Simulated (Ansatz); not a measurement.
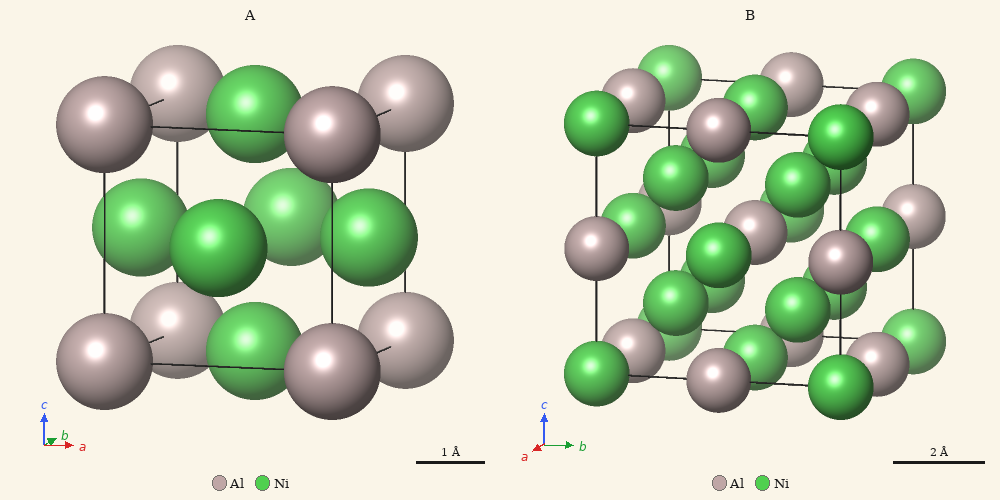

Two structures of AlNi3, each relaxed (cell and atoms) at zero pressure; conventional cells in solid outline, small ones repeated, each panel with its own scale. Alike in all runs: Ansatz 0.2.0; functional PBEsol; potentials Ansatz PAW; cutoff 420 eV; occupations fermi-dirac, width 0.05 eV; collinear spin, ferromagnetic start; no spin-orbit coupling. The k meshes have like spacings.

Name the structure in each panel.

A: Cu₃Au (L1₂) type, Pm-3m; B: D0₃ (BiF₃ or Fe₃Al type), Fm-3m.

Which of these is lowest in energy, and how far above it do the others lie?

A, then B (+58 meV/atom), static energies at zero smearing.

Collect the results in a table.

| panel | space group | E − E(lowest) (meV/atom) | volume (Å³/atom) | moment (μB/atom) |
| --- | --- | --- | --- | --- |
| A | Pm-3m | 0 | 10.9 | 0.16 |
| B | Fm-3m | 58 | 11.0 | 0.00 |

The starts are database entries or structure types tried for this composition, and the most stable form need not be among them. Each run keeps the magnetic state that it reached from its start.

Caveat: the plane-wave basis is chosen anew once the cell has moved, so the energies of steps on either side of that aren't comparable.
